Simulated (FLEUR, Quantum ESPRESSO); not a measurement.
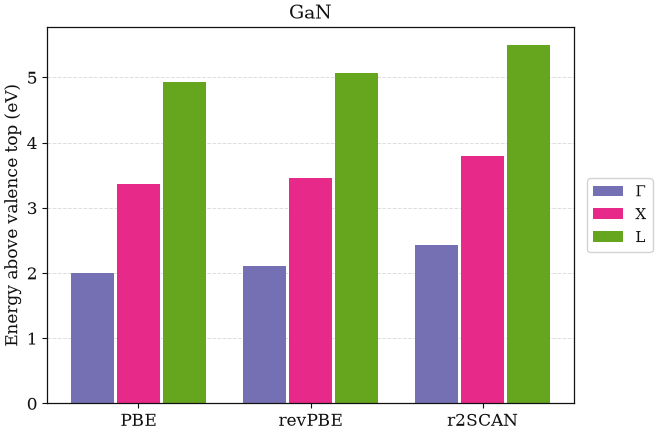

Lowest conduction level at each named k point, counted from the valence-band top at Γ, by several methods on one cell of zincblende GaN, space group F-43m, 2 atoms in the primitive cell; cubic a = 4.446 Å. All runs are without spin-orbit coupling and carry no moments.

| method | program | Γ (eV) | X (eV) | L (eV) |
| --- | --- | --- | --- | --- |
| PBE | FLEUR | 2.00 | 3.36 | 4.93 |
| revPBE | Quantum ESPRESSO | 2.11 | 3.45 | 5.07 |
| r2SCAN | FLEUR | 2.43 | 3.80 | 5.50 |

Estimate the SCAN values. It was run as: SCAN, all-electron, 10×10×10 k mesh, Fermi-Dirac smearing of 0.05 eV (FLEUR MaX-R8.1 (later development tree)).

Answer. A meta-GGA of this kind opens the gap over the LDA and GGA values shown, the highest of which is 2.11 eV (revPBE) at Γ. SCAN gives 2.37 eV at Γ, 3.80 eV at X and 5.42 eV at L, which is +0.37 eV from PBE at Γ.

Does SCAN shift these levels rigidly from PBE?

Answer. The shifts are +0.37 eV at Γ, +0.44 eV at X and +0.49 eV at L: a spread of 0.12 eV on a mean of 0.43 eV, so one shift describes them only roughly.

How do the methods rank at Γ?

Answer. From low to high: PBE 2.00, revPBE 2.11, SCAN 2.37, r2SCAN 2.43 eV.

Settings. PBE: all-electron, 10×10×10 k mesh, Fermi-Dirac smearing of 0.05 eV (FLEUR MaX-R8.1 (later development tree)). revPBE: revPBE with D3 dispersion, PseudoDojo 0.4.1 SR PBE standard, 10×10×10 k mesh, 1143 eV cutoff, Fermi-Dirac smearing of 0.05 eV (Quantum ESPRESSO 7.5). r2SCAN: all-electron, 10×10×10 k mesh, Fermi-Dirac smearing of 0.05 eV (FLEUR MaX-R8.1 (later development tree)).

These are four of the 10 methods that were run on this cell. Runs that lie over 0.07 eV from the median of the programs for their method weren't drawn. The runs come from different programs, which adds differences of its own. LDA, GGA and most meta-GGA functionals understate gaps. The usual form of GaN is wurtzite. SCAN and r2SCAN: the meta-GGA is that of a development version, with a GGA for the radial functions and cores and without core tails. revPBE: the potentials were made for another functional.
